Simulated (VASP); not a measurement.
SiO₂ (space group P4_12_12, No. 92). Coordinates: an entry of the Crystallography Open Database, as set up for an electronic-structure calculation.

```
Si O
1.0
     4.98200    0.00000    0.00000
     0.00000    4.98200    0.00000
     0.00000    0.00000    6.96300
Si O
4 8
Direct
  0.79897 0.20103 0.75000
  0.70103 0.70103 0.50000
  0.20103 0.79897 0.25000
  0.29897 0.29897 0.00000
  0.10347 0.23989 0.82187
  0.26011 0.60347 0.07187
  0.89653 0.76011 0.32187
  0.73989 0.39653 0.57187
  0.60347 0.26011 0.92813
  0.76011 0.89653 0.67813
  0.39653 0.73989 0.42813
  0.23989 0.10347 0.17813
```

Describe how the polyhedra about Si are linked (bonds: O–Si below 1.8 Å).

Si: SiO4 tetrahedron, sharing corners with four neighbours.

They form a three-dimensional framework of corner-sharing tetrahedra.

Qⁿ labels: Si Q⁴.

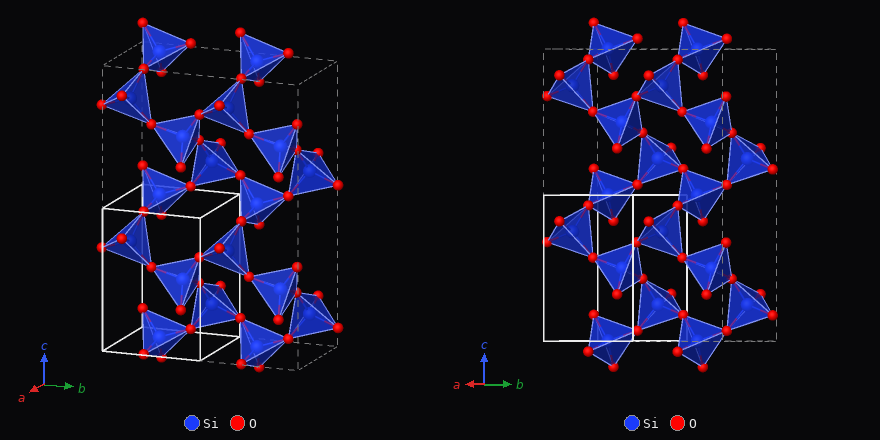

Polyhedra are drawn about Si (bonds: O–Si below 1.8 Å); other atoms are plain spheres. Two views of the same piece.
